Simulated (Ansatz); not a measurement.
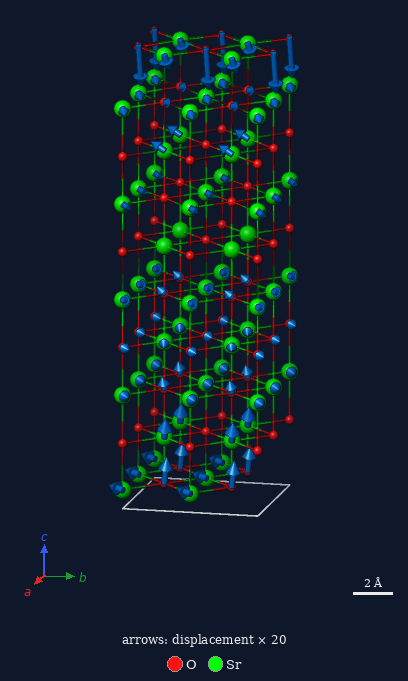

A relaxation of a slab of composition O₁₀Sr₁₀. The starting structure is drawn faded, the final one solid; blue arrows show the displacements, 20 times their true length.

A ball-and-stick model of the 2 × 2 repeat of the cell, outlined in the plane, without the vacuum, seen slightly off an axis.

The calculation used Ansatz, DFT, PBEsol, PAW, plane waves. (plane-wave cutoff 420 eV; k-point mesh 6 × 6 × 1; no spin polarisation; atoms relaxed in a fixed cell; force threshold 0.03 eV/Å; at most 80 steps)

Question: Atoms of which element are displaced furthest, and by how much?

Answer: Oxygen: up to 0.13 Å, against 0.06 Å for strontium.

Question: Describe the change and its energy.

Answer: The largest move relative to the layer's centre is that of an O atom, 0.13 Å at 14° to the normal (−c side). Largest moves by element: O 0.13 Å, Sr 0.06 Å. The cell doesn't change. Among the contacts that change: O–Sr 2.570 → 2.464 Å, Sr–Sr 3.511 → 3.597 Å, Sr–Sr 3.561 → 3.623 Å, O–Sr 2.501 → 2.562 Å. Among the angles between lasting bonds that change: O–Sr–O 177.2° → 179.8°, Sr–O–Sr 177.2° → 179.8°, Sr–O–Sr 88.7° → 91.3°. Over 3 geometry steps the energy falls by 87.2 meV per cell of the calculation. The largest force component goes from 0.53 to 0.012 eV/Å. Cost: 5 s on 1 × NVIDIA GB200 with 8 threads of Arm Neoverse-V2, peak memory 1.8 GiB.
